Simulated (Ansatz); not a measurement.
```
Ga Sb
1.0
     3.10774    3.10774    0.00000
    -3.10774    3.10774    0.00000
     0.00000    0.00000    5.96687
Ga Sb
2 2
Cartesian
  0.0000 0.0000 0.0000
  0.0000 3.1077 2.9834
  1.5539 1.5539 1.4917
  -1.5539 1.5539 4.4752
```

Space group I-4m2; a structure from a database of computed crystals, not necessarily the ambient phase; changed on purpose from its base cell (strain along c alone, the other axes held, atoms relaxed: -4.0 %).

Level of theory: DFT PBE, scalar-relativistic, plane waves, PAW in Ansatz 0.2.0.

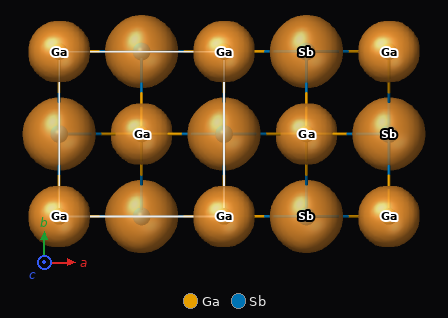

GaSb. Isosurface of the valence electron density at 0.6 e/Å³ (orange), seen along the c axis. Sticks mark near contacts.

In a PAW calculation such maps are meaningful between the atoms, not at the nuclei.

> How is the density connected at this value?

At this value the density breaks into separate islands; it holds about 75 % of the electrons treated as valence (semicore included). It bridges none of the near contacts. It is pinched off along the shortest Ga–Sb (2.66 Å) contacts. On the grid the lowest density along these lines, outside the cores, is 0.4 e/Å³ (Ga–Sb, 2.66 Å).
